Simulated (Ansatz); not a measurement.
## TiCo in space group Pm-3m: the states at the Fermi level

The calculation's input:

```yaml
crystal:
  lattice:
    - [2.98611099, 0.0, 0.0]
    - [0.0, 2.98611099, 0.0]
    - [0.0, 0.0, 2.98611099]
  atoms:
    - { symbol: Ti, position: [0.0, 0.0, 0.0], spin: -1.0 }
    - { symbol: Co, position: [0.5, 0.5, 0.5], spin: 3.0 }
basis:
  ecutwfc: 420
kpoints:
  mp_grid: { grid: [14, 14, 14] }
hamiltonian:
  xc: pbe
scf:
  occupations: { method: gaussian, width: 0.05 }
output:
  forces: true
  eigenvalues: true
  eigenstates:
    nscf_kmesh: { grid: [34, 34, 34] }
    top_band: c6
    de_dk: true
    localisation: true
  stress: true
  populations: true
checkpoint:
  write: ck
  compress: false
  write_wavefunctions: false
  write_every: 100000
magnetization:
  spin_polarized: true
```

Run with:

```sh
ansatz run input.yaml --threads 1 --pin off --max-ram 3072MiB --backend cpu --events-out ev --progress --plain --runs-dir out
```

Computed with Ansatz 0.2.0, DFT PBE, scalar-relativistic, plane waves, PAW; levels and slopes on a dense k mesh at the converged density. Collinear spin polarisation. Mesh 34×34×34, interpolated with the band slopes. Unrelaxed database geometry. The cell comes from a database of computed structures, not from a measurement.

## 1. The sheets

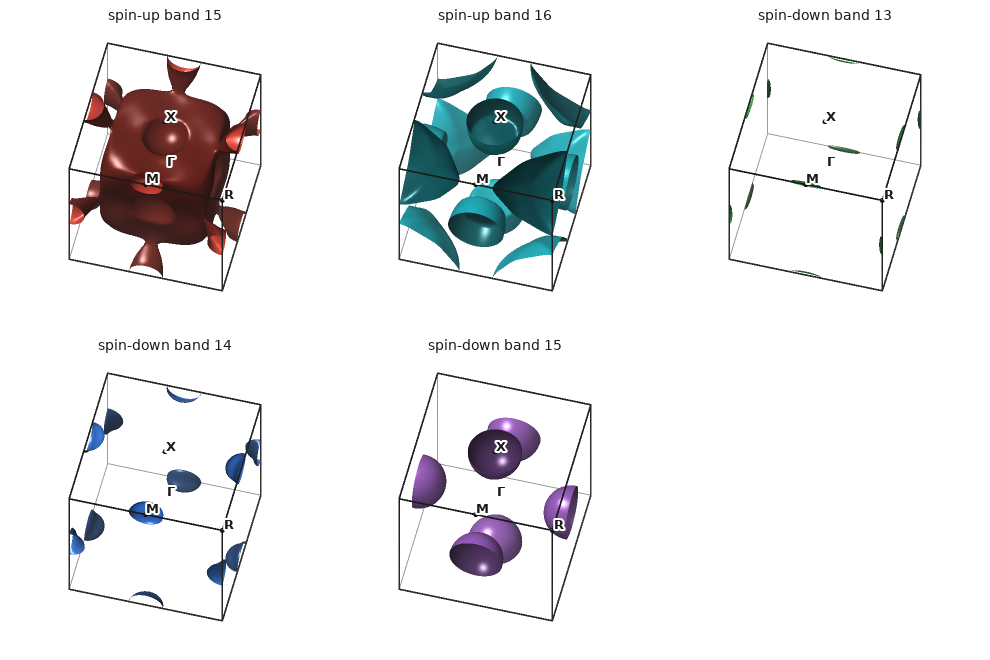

Fermi surface of this crystal. Each panel holds one band. The brighter face of a sheet looks towards empty states.

> What does each sheet look like, and where are the electron and hole pockets?

Five bands cross the Fermi level; this is a three-dimensional metal.

Spin-up band 15: one hole pocket centred at Γ (30 % of the zone) and three hole pockets centred at M (each 0.83 % of the zone).
Spin-up band 16: one electron pocket centred at R (19 % of the zone) and three electron pockets centred at X (each 2.8 % of the zone).
Spin-down band 13: specks under 0.04 % of the zone, which the mesh doesn't resolve and which may come from the interpolation.
Spin-down band 14: three hole pockets centred at M (each 0.33 % of the zone).
Spin-down band 15: three electron pockets centred at X (each 2.2 % of the zone).
A pocket cut by a face of the zone is counted once with the part on the opposite face.
The shape of the surface of spin-up band 15 and spin-down band 13 changes its kind within 0.05 eV of this level, so small parts may appear, vanish, join or separate.

## 2. The two spins

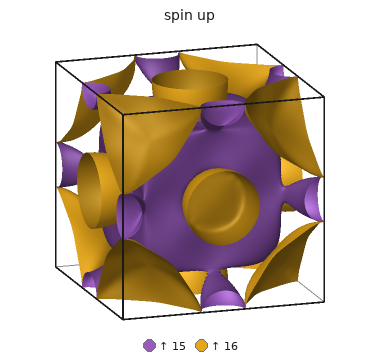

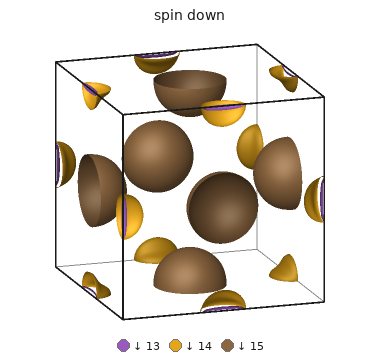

Spin-resolved Fermi surfaces of this crystal; the net moment is 0.9 μB per cell, and spin up is the majority channel.

> What is the spin polarisation of the states at the Fermi level?

Spin up has two and spin down three bands crossing, with 1.4 and 0.25 states/eV per cell, so (N↑ − N↓)/(N↑ + N↓) = 0.69.

## 3. Cuts and bands

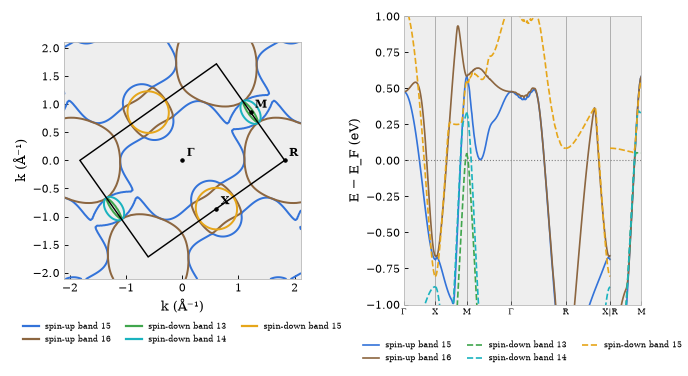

This crystal: cut through the Fermi surface in the plane through Γ, R and M, and the bands that cross the Fermi level.

> Give each band's level at the labelled points, in eV from the Fermi level.

| band | Γ | R | M | X |
| --- | --- | --- | --- | --- |
| spin-up band 15 | +0.48 | below | +0.58 | −0.69 |
| spin-up band 16 | +0.48 | below | +0.58 | −0.66 |
| spin-down band 13 | below | below | +0.05 | below |
| spin-down band 14 | below | below | +0.33 | −0.88 |
| spin-down band 15 | above | +0.08 | +0.55 | −0.81 |

Negative values are filled states; "above" and "below" lie outside the plotted window.

## 4. Weight on the atoms

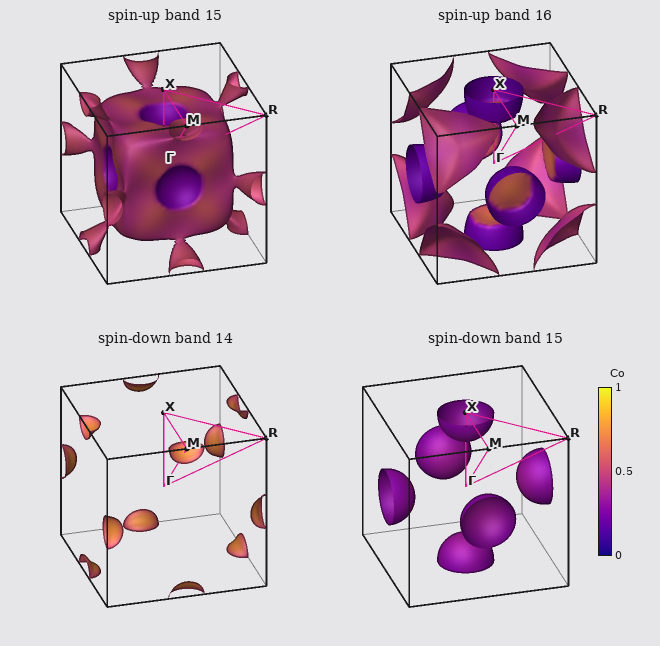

Fermi surface of this crystal (the four sheets of greatest area among five bands), coloured by the weight of the states on Co (Voronoi cells).

> How much Co character do the sheets have, and what else?

Spin-up band 15: Ti (56 %) and Co (44 %). Spin-up band 16: Ti (62 %) and Co (38 %). Spin-down band 14: Co (63 %) and Ti (37 %). Spin-down band 15: Ti (68 %) and Co (32 %).

## 5. Speeds

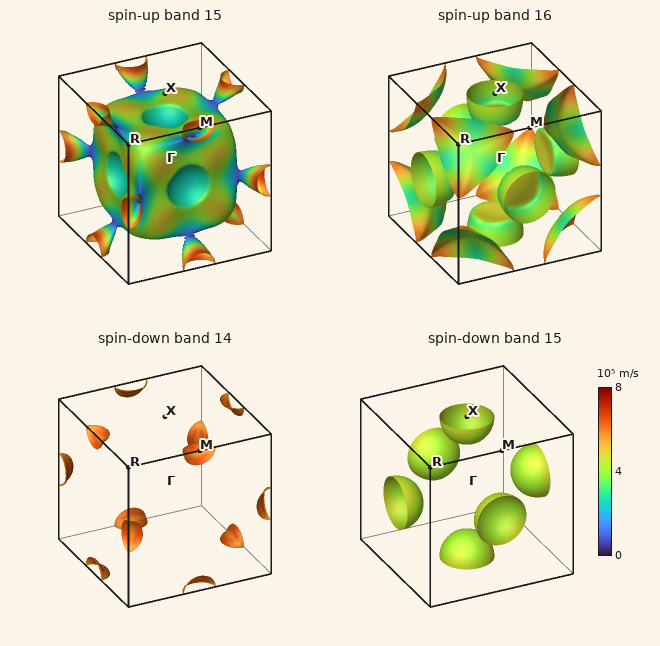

Fermi surface of this crystal (the four sheets of greatest area among five bands), coloured by the Fermi speed.

> How fast are the electrons on each sheet?

Spin-up band 15: 1.3 to 6.2 × 10⁵ m/s over most of the sheet, 3.2 × 10⁵ m/s on average over states. Spin-up band 16: 3.1 to 5.8 × 10⁵ m/s over most of the sheet, 4.1 × 10⁵ m/s on average over states. Spin-down band 14: 5.5 to 6.5 × 10⁵ m/s over most of the sheet, 6.1 × 10⁵ m/s on average over states. Spin-down band 15: 4.1 to 4.7 × 10⁵ m/s over most of the sheet, 4.3 × 10⁵ m/s on average over states.

> Which of these bands adds most to the density of states at the Fermi level?

Spin-up band 15, with 0.83 of 1.6 states/eV per cell.

The run ends with a net moment of 0.9 μB a cell, the order reached from its starting moments, not necessarily the lowest. Necks and pockets thinner than about two mesh steps aren't resolved, so separate pockets may in truth be joined.

Cost: 46 s on 1 thread of Arm Neoverse V2 (shared host), peak memory 0.78 GiB.
